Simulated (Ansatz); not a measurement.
# AlO₂: what the fields show

```yaml
crystal:
  lattice:
    - [3.13712, 0.00000, 0.00000]
    - [0.00000, 3.13712, 0.00000]
    - [0.00000, 0.00000, 4.76534]
  atoms:
    - { symbol: Al, position: [0.50000, 0.50000, 0.50000] }
    - { symbol: O, position: [0.50000, 0.50000, 0.85628] }
    - { symbol: O, position: [0.50000, 0.50000, 0.14372] }
```

Space group P4/mmm; a structure generated by program, which may or may not match a known phase; computed without spin polarisation.

Level of theory: Ansatz 0.2.0, DFT PBE, scalar-relativistic, plane waves, PAW.

Core electrons are frozen (PAW), and the valence fields are smoothed inside the atomic spheres.

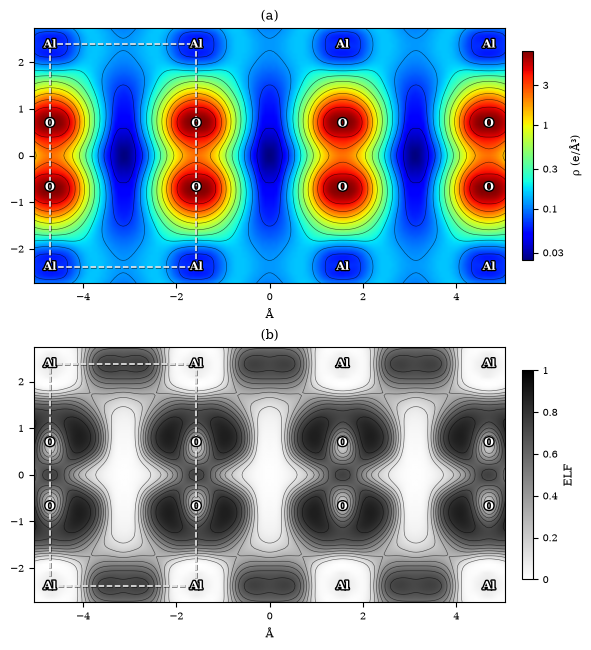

Figure 1. (a) valence pseudo-density; (b) ELF on the (010) plane of the conventional cell.

> Describe what can be read from this map.

The section cuts through Al and O sites.
O–O (1.37 Å): the density is about 2.3 e/Å³ at the midpoint; the ELF peaks at about 0.75 between the atoms.
Al–O (1.70 Å): ρ at the midpoint is about 0.7 e/Å³; the ELF peaks at about 0.70 in the valence shell of O, 0.6 Å from its nucleus, and is about 0.55 at the midpoint.
Between the atoms the lowest density in this plane is 0.02 e/Å³.
The ELF also peaks beside O, away from the bonds: lone-pair regions.

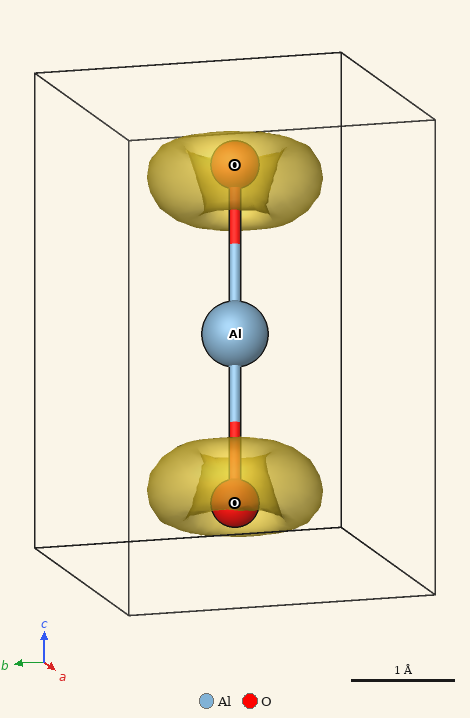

Figure 2. Isosurface of the electron localisation function at 0.8 (yellow), seen at an oblique angle. Core shells and regions of very low density are left out. Sticks mark near contacts.

> Describe the localisation domains.

The ELF exceeds this value in two regions wrapped around O (the valence shell of each), counted in one cell of 3 atoms. Any copies at cell faces, edges or corners count once.

> Does the calculation give a band gap?

It is metallic or semimetallic at this level of theory: no gap opens.
